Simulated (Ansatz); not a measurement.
TaN

Input

```
crystal:
  lattice:
    - [2.9379988584, 0.0, 0.0]
    - [-1.4689994292, 2.5443816477, 0.0]
    - [0.0, 0.0, 2.883]
  atoms:
    - { symbol: Ta, position: [0.3333333333, 0.6666666667, 0.5] }
    - { symbol: "N", position: [-0.0077491827, -0.0056727955, -0.005006506] }
basis:
  ecutwfc: 500
kpoints:
  mp_grid: { grid: [18, 18, 16] }
hamiltonian:
  xc: r2scan
scf:
  occupations: { method: gaussian, width: 0.15 }
output:
  forces: true
  stress: true
  eigenvalues: true
  write_density: true
  write_potential: true
  elf: true
  volumetric_format: npy
```

Command:

```sh
ansatz run input.yaml --threads 1 --pin off --max-ram 2560MiB --backend cpu --events-out ev --progress --plain --runs-dir out
```

Below, planes, directions and counts refer to the standardised cell (a = 5.09 Å, b = 2.94 Å, c = 2.88 Å, α = 90.00°, β = 90.00°, γ = 90.00°).

Space group P1; changed on purpose from its base cell (all N atoms moved -0.025 Å, as atom 2 along Cartesian [1 1 1]); not relaxed (largest force 0.3 eV/Å).

Computed with DFT r2SCAN, scalar-relativistic, plane waves, PAW (Ansatz 0.2.0).

In a PAW calculation such maps are meaningful between the atoms, not at the nuclei.

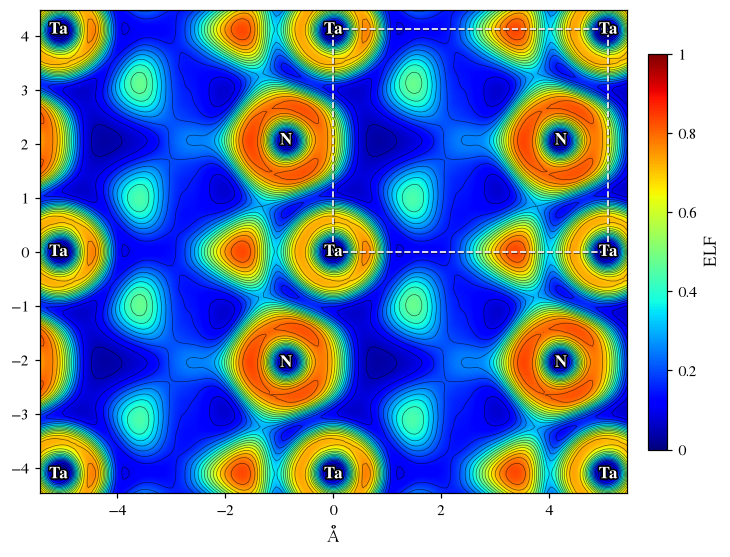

Figure 1. ELF on the (011) plane of the standardised cell.

What does the map show?

- Atoms in the plane: Ta and N.
- Ta–N (2.23 Å): the ELF peaks at about 0.80 in the valence shell of N, 0.7 Å from its nucleus, and is about 0.20 at the midpoint; no shared electron pair shows on this line.
- The ELF has a maximum of about 0.85 in the space between the atoms, on no atom or two-centre bond.
- The features right at Ta lie inside the PAW spheres, where the map follows smoothed inner orbitals and isn't to be read closely.

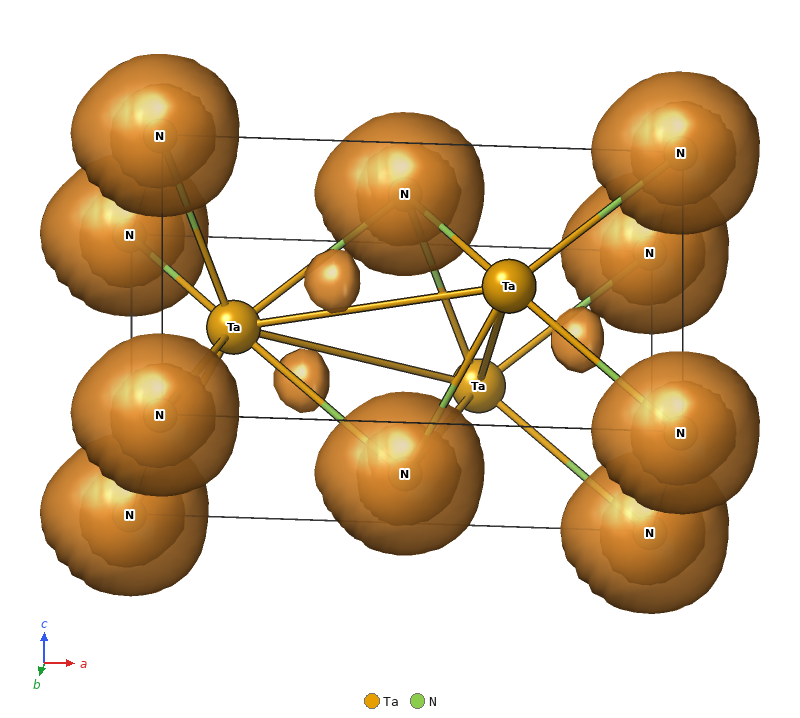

Figure 2. Isosurface of the ELF at 0.75 (orange), seen at an oblique angle. Only the valence region is drawn (cores and ρ < 0.01 e/Å³ removed). Sticks mark near contacts.

Describe the localisation domains.

At this value the surface marks out two regions wrapped around N (the valence shell of each) and two pockets between the atoms, centred on no nucleus (multi-centre or interstitial), counted in one cell of 4 atoms. Any copies at cell faces, edges or corners count once.


Ta–N (2.20 Å): the ELF peaks at about 0.80 in the valence shell of N, 0.7 Å from its nucleus, and is about 0.20 at the midpoint: no shared electron pair shows on this line. Ta–Ta (2.88 Å): the ELF is about 0.25 at the midpoint (no shared electron pair shows on this line).

Does the calculation give a band gap?

It is gapless in this calculation (a metal or semimetal); semilocal functionals without U, or without the true magnetic order, often close the gap of such compounds.
